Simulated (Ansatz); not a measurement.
## Electronic structure of NbP$_{3}$ in real space

Input

```
crystal:
  lattice:
    - [-1.846072582, 1.846072582, 4.349821461]
    - [1.846072582, -1.846072582, 4.349821461]
    - [1.846072582, 1.846072582, -4.349821461]
  atoms:
    - { symbol: Nb, position: [0.0, 0.0, 0.0] }
    - { symbol: P, position: [0.5, 0.5, 0.0] }
    - { symbol: P, position: [0.25, 0.75, 0.5] }
    - { symbol: P, position: [0.75, 0.25, 0.5] }
basis:
  ecutwfc: 420
kpoints:
  mp_grid: { grid: [18, 18, 18] }
hamiltonian:
  xc: pbe
scf:
  occupations: { method: gaussian, width: 0.1 }
output:
  forces: true
  stress: true
  eigenvalues: true
  write_density: true
  write_potential: true
  elf: true
  volumetric_format: npy
relax:
  adjacent_minimum: "off"
  f_tol: 0.01
  max_steps: 80
  cell: { stress_tol: 0.05 }
```

Run with:

```sh
ansatz run input.yaml --threads 1 --pin off --max-ram 2560MiB --backend cpu --events-out ev --progress --plain --runs-dir out
```

Below, planes, directions and counts refer to the conventional cell (a = 3.70 Å, b = 3.70 Å, c = 8.66 Å, α = 90.00°, β = 90.00°, γ = 90.00°).

The fields are those of the relaxed geometry.

Space group I4/mmm; started from the TiAl3 (D0_22)_139 prototype, which need not be the ambient phase.

The calculation used DFT PBE, scalar-relativistic, plane waves, PAW in Ansatz.

Core electrons are frozen (PAW), and the valence fields are smoothed inside the atomic spheres.

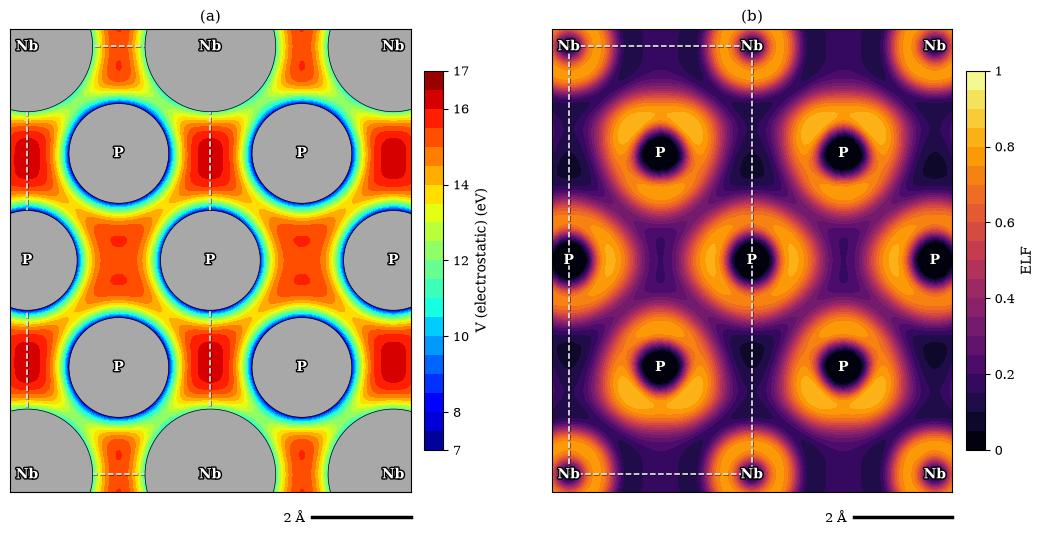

Figure 1. (a) electrostatic potential (local pseudopotential plus Hartree) felt by an electron; (b) ELF on the (100) plane of the conventional cell. Grey discs cover the atomic cores in the potential map.

**What do the fields say about this system?**

Atoms in the plane: Nb and P.
Nb–P (2.85 Å): the ELF peaks at about 0.85 in the valence shell of P, 0.8 Å from its nucleus, and is about 0.35 at the midpoint.
The features right at Nb lie inside the PAW spheres, where the map follows smoothed inner orbitals and isn't to be read closely.
Outside the cores the potential energy rises away from the atoms and is highest about 1.9 Å from the nearest atoms; its zero is arbitrary.

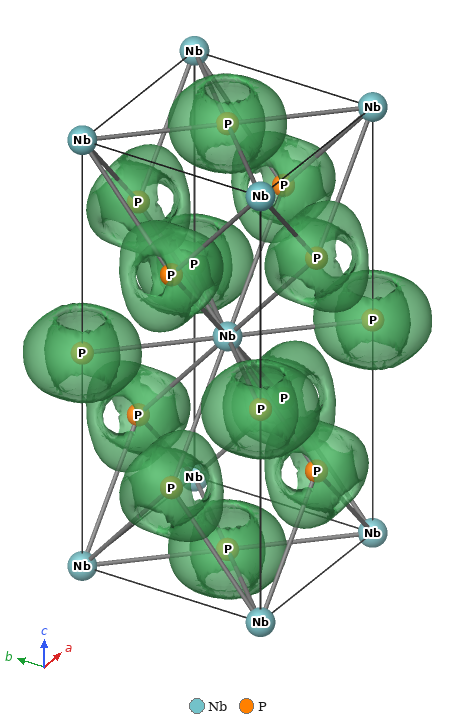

Figure 2. Isosurface of the electron localisation function at 0.75 (green), seen at an oblique angle. Core shells and regions of very low density are left out. Sticks mark near contacts.

**Identify the bonds, lone pairs and shells in this picture.**

The surface consists of six regions wrapped around P (the valence shell of each), counted in one cell of 8 atoms. Any copies at cell faces, edges or corners count once. Profiles from the grid: Nb–P (2.62 Å): the ELF peaks at about 0.85 in the valence shell of P, 0.9 Å from its nucleus, and is about 0.35 at the midpoint.

**Metal or insulator at this level of theory?**

It is gapless in this calculation (a metal or semimetal).
